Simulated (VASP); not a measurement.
**From one sheet to two: 2H-MoS2 monolayer**

What are the lattice, gap and band positions of 2H-MoS2 monolayer, and what does a second sheet change?

Method: optB86b-vdW, no spin polarisation; plane waves and PAW (Mo, S), in the first sound run; inputs show where later runs differ, in VASP 6.6.1.

**1. The starting structure**

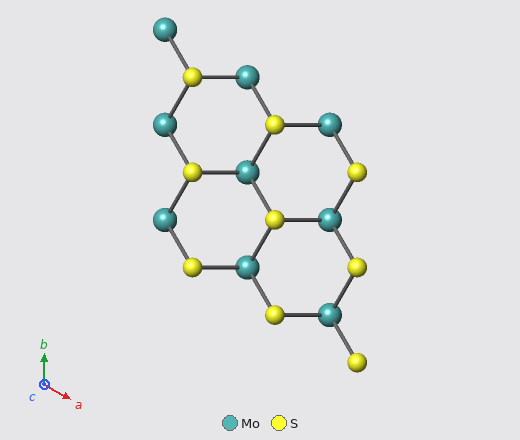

The starting structure, seen from above (molybdenum teal, sulfur yellow). 3×3×1 cells are drawn.

The cell holds 3 atoms: 1 Mo and 2 S. Cell: a = 3.180 Å, b = 3.180 Å, c = 22.000 Å, α = 90.0°, β = 90.0°, γ = 120.0°. Vacuum lies along c.

Coordinates:

```xyz
3
Lattice="3.1800 0.0000 0.0000 -1.5900 2.7540 0.0000 0.0000 0.0000 22.0000" Properties=species:S:1:pos:R:3
Mo    0.0000    1.8360   11.0000
S     1.5900    0.9180    9.4350
S     1.5900    0.9180   12.5650
```

**2. Relaxing the monolayer**

The sheet's cell relaxes in its plane with the atoms, while the vacuum is kept.

The input, INCAR:

```
SYSTEM = MoS2
PREC = Normal
ENCUT = 350
EDIFF = 1E-06
NELM = 120
ISMEAR = 0
SIGMA = 0.03
LREAL = .FALSE.
ALGO = Normal
GGA = MK
AGGAC = 0
LUSE_VDW = .TRUE.
PARAM1 = 0.1234
PARAM2 = 1
LASPH = .TRUE.
NBANDS = 15
LORBIT = 11
LWAVE = .FALSE.
LCHARG = .FALSE.
KPAR = 4
IBRION = 2
NSW = 50
ISIF = 3
EDIFFG = -0.015
POTIM = 0.4
IDIPOL = 3
LDIPOL = .TRUE.
DIPOL = 0.5 0.5 0.5
LATTICE_CONSTRAINTS = .TRUE. .TRUE. .FALSE.
```

The input, POSCAR:

```
MoS2
1.0
    3.1800000000      0.0000000000      0.0000000000
   -1.5900000000      2.7539607840      0.0000000000
    0.0000000000      0.0000000000     22.0000000000
Mo S
1 2
Direct
    0.3333333333      0.6666666667      0.5000000000
    0.6666666667      0.3333333333      0.4288636364
    0.6666666667      0.3333333333      0.5711363636
```

The input, KPOINTS:

```
Automatic mesh
0
Gamma
12 12 1
0 0 0
```

Potentials, in the order of the species: Mo and S (PBE family, release 64).

Launch:

```
$ mpirun -np 4 vasp_std
```

The log of the run:

```text
[banner, memory and clock lines left out]
running    4 mpi-ranks, on    1 nodes
 distrk:  each k-point on    1 cores,    4 groups
 distr:  one band on    1 cores,    1 groups

 POSCAR found type information on POSCAR MoS
 POSCAR found :  2 types and       3 ions
|                                                                             |
|               ----> ADVICE to this user running VASP <----                  |
|                                                                             |
|     You have switched on vdW-DFT.                                           |
|     This routine was written and supplied by Jiri Klimes. We recommend      |
|     that you carefully read and cite the following publications:            |
|       J. Klimes, D.R. Bowler, A. Michelides                                 |
|          J. Phys.: Cond Matt. 22 022201 (2010)                              |
|       J. Klimes, D.R. Bowler, A. Michelides                                 |
|          Phys. Rev. B. 83, 195131 (2011)                                    |
|     and references therein.                                                 |
|                                                                             |

|                                                                             |
|               ----> ADVICE to this user running VASP <----                  |
|                                                                             |
|     You enforced a specific xc type in the INCAR file but a different       |
|     [... a line on the potential file left out ...]
|     I HOPE YOU KNOW WHAT YOU ARE DOING!                                     |
|                                                                             |

 LDA part: xc-table for (Slater+PW92), standard interpolation
 POSCAR, INCAR and KPOINTS ok, starting setup
 FFT: planning ... GRIDC
 FFT: planning ... GRID_SOFT
 FFT: planning ... GRID
 WAVECAR not read
 entering main loop
       N       E                     dE             d eps       ncg     rms          rms(c)
DAV:   1     0.113041514290E+03    0.11304E+03   -0.51084E+03   570   0.646E+02
DAV:   2    -0.605842115375E+01   -0.11910E+03   -0.11157E+03   887   0.157E+02
DAV:   3    -0.179028932402E+02   -0.11844E+02   -0.11674E+02   822   0.602E+01
DAV:   4    -0.181337789505E+02   -0.23089E+00   -0.22988E+00   647   0.101E+01
DAV:   5    -0.181403839857E+02   -0.66050E-02   -0.66024E-02   780   0.162E+00    0.246E+01
DAV:   6    -0.169912834287E+02    0.11491E+01   -0.50452E+00   690   0.169E+01    0.879E+00
DAV:   7    -0.168289072618E+02    0.16238E+00   -0.27703E+00   711   0.146E+01    0.726E+00
DAV:   8    -0.165781662057E+02    0.25074E+00   -0.38552E-01   703   0.559E+00    0.145E+00
DAV:   9    -0.165806423320E+02   -0.24761E-02   -0.62542E-02   696   0.172E+00    0.666E-01
DAV:  10    -0.165763464301E+02    0.42959E-02   -0.11071E-02   745   0.891E-01    0.102E-01
DAV:  11    -0.165757182535E+02    0.62818E-03   -0.10941E-03   745   0.286E-01    0.700E-02
DAV:  12    -0.165753967637E+02    0.32149E-03   -0.11423E-04   731   0.755E-02    0.399E-02
DAV:  13    -0.165746151496E+02    0.78161E-03   -0.54142E-04   736   0.130E-01    0.984E-02
DAV:  14    -0.165744358084E+02    0.17934E-03   -0.89709E-05   710   0.762E-02    0.205E-02
DAV:  15    -0.165743675484E+02    0.68260E-04   -0.21786E-05   668   0.310E-02    0.116E-02
DAV:  16    -0.165742974608E+02    0.70088E-04   -0.38801E-05   584   0.365E-02    0.926E-03
DAV:  17    -0.165743298777E+02   -0.32417E-04   -0.10089E-05   625   0.170E-02    0.556E-03
DAV:  18    -0.165743785209E+02   -0.48643E-04   -0.89047E-06   696   0.144E-02    0.614E-03
DAV:  19    -0.165743919834E+02   -0.13463E-04   -0.13671E-06   664   0.792E-03    0.165E-03
DAV:  20    -0.165743982134E+02   -0.62300E-05   -0.42779E-07   533   0.443E-03    0.139E-03
DAV:  21    -0.165744009674E+02   -0.27540E-05   -0.14325E-07   516   0.276E-03    0.254E-04
DAV:  22    -0.165744022756E+02   -0.13082E-05   -0.13977E-07   481   0.322E-03    0.381E-04
DAV:  23    -0.165744025035E+02   -0.22784E-06   -0.28974E-08   586   0.130E-03
   1 F= -.16574403E+02 E0= -.16574403E+02  d E =-.165744E+02
 curvature:   0.00 expect dE= 0.000E+00 dE for cont linesearch  0.000E+00
 trial: gam= 0.00000 g(F)=  0.256E-04 g(S)=  0.664E-02 ort = 0.000E+00 (trialstep = 0.100E+01)
 search vector abs. value=  0.666E-02
 bond charge predicted
       N       E                     dE             d eps       ncg     rms          rms(c)
DAV:   1    -0.165855590224E+02   -0.11157E-01   -0.33086E-01   570   0.360E+00    0.100E+00
DAV:   2    -0.165787073235E+02    0.68517E-02   -0.14059E-02   731   0.836E-01    0.631E-01
DAV:   3    -0.165769585854E+02    0.17487E-02   -0.84783E-03   724   0.723E-01    0.174E-01
DAV:   4    -0.165762783569E+02    0.68023E-03   -0.19210E-03   703   0.368E-01    0.110E-01
DAV:   5    -0.165763075325E+02   -0.29176E-04   -0.23831E-04   689   0.974E-02    0.949E-02
DAV:   6    -0.165762865253E+02    0.21007E-04   -0.38735E-05   724   0.534E-02    0.343E-02
DAV:   7    -0.165762778894E+02    0.86359E-05   -0.23654E-05   759   0.307E-02    0.186E-02
DAV:   8    -0.165762783724E+02   -0.48297E-06   -0.75185E-07   551   0.631E-03
   2 F= -.16576278E+02 E0= -.16576278E+02  d E =-.187587E-02
[...]
3 F= -.16576744E+02 E0= -.16576744E+02  d E =-.234152E-02
[...]
4 F= -.16577315E+02 E0= -.16577315E+02  d E =-.571390E-03
 trial-energy change:   -0.000571  1 .order   -0.000560   -0.000797   -0.000323
 step:   1.4606(harm=  1.5777)  dis= 0.00611  next Energy=   -16.577407 (dE=-0.663E-03)
 bond charge predicted
       N       E                     dE             d eps       ncg     rms          rms(c)
DAV:   1    -0.165774240151E+02   -0.10856E-03   -0.10662E-02   584   0.572E-01    0.853E-02
DAV:   2    -0.165774342501E+02   -0.10235E-04   -0.51892E-04   640   0.150E-01    0.444E-02
DAV:   3    -0.165774304461E+02    0.38040E-05   -0.13094E-05   633   0.255E-02    0.320E-02
DAV:   4    -0.165774267716E+02    0.36745E-05   -0.14471E-05   640   0.200E-02    0.768E-03
DAV:   5    -0.165774267797E+02   -0.80379E-08   -0.82321E-07   544   0.823E-03
   5 F= -.16577427E+02 E0= -.16577427E+02  d E =-.682758E-03
 curvature:  -0.88 expect dE=-0.675E-05 dE for cont linesearch -0.449E-05
 trial: gam=-0.08285 g(F)=  0.683E-05 g(S)=  0.812E-06 ort = 0.707E-04 (trialstep = 0.104E+01)
 search vector abs. value=  0.268E-05
 reached required accuracy - stopping structural energy minimisation
```

The job ended after 67 s (4 MPI ranks of AMD EPYC 9R45, shared host; peak memory 1.4 GiB).

Lines that name or quote the potential files are left out of all logs, and their timing lines are given in words.

Parts of OUTCAR (step 2):

```text
ion  position               nearest neighbor table
   1  0.333  0.667  0.500-   2 2.41   3 2.41   2 2.41   3 2.41   2 2.41   3 2.41
   2  0.667  0.333  0.429-   1 2.41   1 2.41   1 2.41
   3  0.667  0.333  0.571-   1 2.41   1 2.41   1 2.41

  LATTYP: Found a hexagonal cell.
 ALAT       =     3.1800000000
 C/A-ratio  =     6.9182389937

 Subroutine GETGRP returns: Found 12 space group operations
 (whereof 12 operations were pure point group operations)

The static configuration has the point symmetry D_3h.

 Found     19 irreducible k-points:

   k-points           NKPTS =     19   k-points in BZ     NKDIM =     19   number of bands    NBANDS=     15

   dimension x,y,z NGX =    16 NGY =   16 NGZ =  108
   dimension x,y,z NGXF=    32 NGYF=   32 NGZF=  216

   ENCUT  =  350.0 eV  25.72 Ry    5.07 a.u.   4.85  4.85 33.56*2*pi/ulx,y,z

   NELECT =      18.0000    total number of electrons

 k-points in reciprocal lattice and weights: Automatic mesh
   0.00000000  0.00000000  0.00000000       0.007
   0.08333333  0.00000000  0.00000000       0.042
   0.16666667 -0.00000000  0.00000000       0.042
   0.25000000 -0.00000000  0.00000000       0.042
   0.33333333  0.00000000  0.00000000       0.042
   0.41666667 -0.00000000  0.00000000       0.042
   0.50000000 -0.00000000  0.00000000       0.021
   0.08333333  0.08333333  0.00000000       0.042
   0.16666667  0.08333333  0.00000000       0.083
[...]
0.33333333  0.25000000  0.00000000       0.083
   0.33333333  0.33333333  0.00000000       0.014

 dipolmoment           0.000000      0.000000     -0.000000 electrons x Angstroem

 average (electrostatic) potential at core
       1 -46.2912       2 -94.1524       3 -94.1524

 E-fermi :  -2.8094

 k-point     1 :       0.0000    0.0000    0.0000
  band No.  band energies     occupation
    ...
      5      -5.4902      2.00000
      6      -4.7703      2.00000
      7      -4.3642      2.00000
      8      -4.3642      2.00000
      9      -3.0519      2.00000
     10      -0.0996      0.00000
     11      -0.0996      0.00000
     12       0.0976      0.00000
     13       0.0976      0.00000
     14       2.0192      0.00000
    ...

 k-point     2 :       0.0833    0.0000    0.0000
  band No.  band energies     occupation
    ...
      5      -5.3796      2.00000
      6      -5.2075      2.00000
      7      -4.5303      2.00000
      8      -4.0871      2.00000
      9      -3.0926      2.00000
     10      -0.2451      0.00000
     11      -0.2007      0.00000
     12      -0.0185      0.00000
     13       0.0741      0.00000
     14       2.1918      0.00000
    ...

 k-point     3 :       0.1667   -0.0000    0.0000
  band No.  band energies     occupation
    ...
      5      -5.8436      2.00000
      6      -5.0713      2.00000
      7      -4.9224      2.00000
      8      -4.0170      2.00000
      9      -3.2973      2.00000
     10      -0.6709      0.00000
     11      -0.3231      0.00000
     12      -0.2897      0.00000
     13       0.4684      0.00000
     14       2.6112      0.00000
    ...

Total vdW correction in eV:      3.0603305

  Total        0.0056169      0.0056169     -0.0216356      0.0000000     -0.0000000      0.0000000
  in kB        0.0472350      0.0472350     -0.1819419      0.0000000     -0.0000000      0.0000000
  external PRESSURE =      -0.0291573 kB  Pullay stress =       0.0000000 kB

  energy-cutoff  :      350.00
  volume of cell :      190.52
      direct lattice vectors                 reciprocal lattice vectors
     3.162253347  0.000000000  0.000000000     0.316230197  0.182575590  0.000000000
    -1.581126673  2.738591732  0.000000000    -0.000000000  0.365151179  0.000000000
     0.000000000  0.000000000 22.000000000     0.000000000  0.000000000  0.045454545

 POSITION                                       TOTAL-FORCE (eV/Angst)
 -----------------------------------------------------------------------------------
     -0.00000      1.82573     11.00000         0.000000      0.000000      0.000000
      1.58113      0.91286      9.42840         0.000000     -0.000000     -0.009407
      1.58113      0.91286     12.57160        -0.000000     -0.000000      0.009407
 -----------------------------------------------------------------------------------
    total drift:                               -0.000000      0.000000      0.000000

  FREE ENERGIE OF THE ION-ELECTRON SYSTEM (eV)
  ---------------------------------------------------
  free  energy   TOTEN  =       -16.5774267797 eV

  energy  without entropy=      -16.5774267797  energy(sigma->0) =      -16.57742678

Total vdW correction in eV:      3.0602393

 reached required accuracy - stopping structural energy minimisation

 vacuum level on the upper side and lower side of the slab         2.770         2.770

 total charge
# of ion       s       p       d       tot
------------------------------------------
    1        0.414   0.603   4.419   5.436
    2        1.367   2.332   0.000   3.698
    3        1.367   2.332   0.000   3.698
--------------------------------------------------
tot          3.147   5.266   4.419  12.833

[... 3 further parts left out ...]
```

This run has no spin polarisation, although Mo can carry a moment. The gap is read on the k-mesh alone, so it is an upper bound where the band edges lie off the mesh. The PAW data sets were made with PBE, which is usual practice but a small mismatch for other functionals. The data set Mo keeps the semicore shell frozen, which is cheaper and a little less accurate. The run keeps the 12 symmetry operations of its start, so it cannot find a distortion of lower symmetry.

Relaxation path:

```tsv
step	energy less that of the first step (eV)	largest force (eV/Å)	pressure (GPa)	volume (Å³)
1	0.0000	0.0182	-0.28	192.67
2	-0.0019	0.1440	0.24	190.16
3	-0.0023	0.1055	0.09	190.92
4	-0.0029	0.0440	0.03	190.66
5	-0.0030	0.0094	0.00	190.52
```

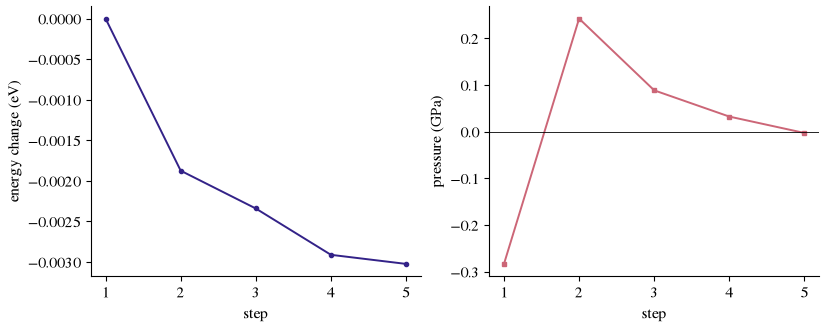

Energy and pressure along the relaxation.

```tsv
cell as run	before	after	change
a (Å)	3.180	3.162	-0.6 %
b (Å)	3.180	3.162	-0.6 %
```

The relaxed structure:

```xyz
3
Lattice="3.1623 0.0000 0.0000 -1.5811 2.7386 0.0000 0.0000 0.0000 22.0000" Properties=species:S:1:pos:R:3
Mo    0.0000    1.8257   11.0000
S     1.5811    0.9129    9.4284
S     1.5811    0.9129   12.5716
```

Numbers from this step:

```
electronic cycles              : 47
electrons                      : 18
free energy (TOTEN)            : -16.58 eV
Fermi energy                   : -2.809 eV
metallic                       : no
dipole moment                  : 0, 0, 0 e·Å
gap on the k-mesh              : 1.754 eV
least direct gap on the k-mesh : 1.754 eV
```

The run ended after 5 ionic steps, 0.003 eV below its first step, once forces and stress met EDIFFG = -0.015.

(Part 1 of 6 ends here.)

[Lines on the potential files, build, host, timing and source positions are cut from VASP's logs without a mark.]

[Logs are printed without paths, hosts, clocks, repeated set-up lines and the standing remarks that a program may print on its own settings, such as how far it seeks lower states.]

[Hosts, paths, dates, database ids (printed as entryN), source tags and the programs' standing remarks are cut or masked in the printed files.]

[Runs that stopped without an error message from VASP are left out.]
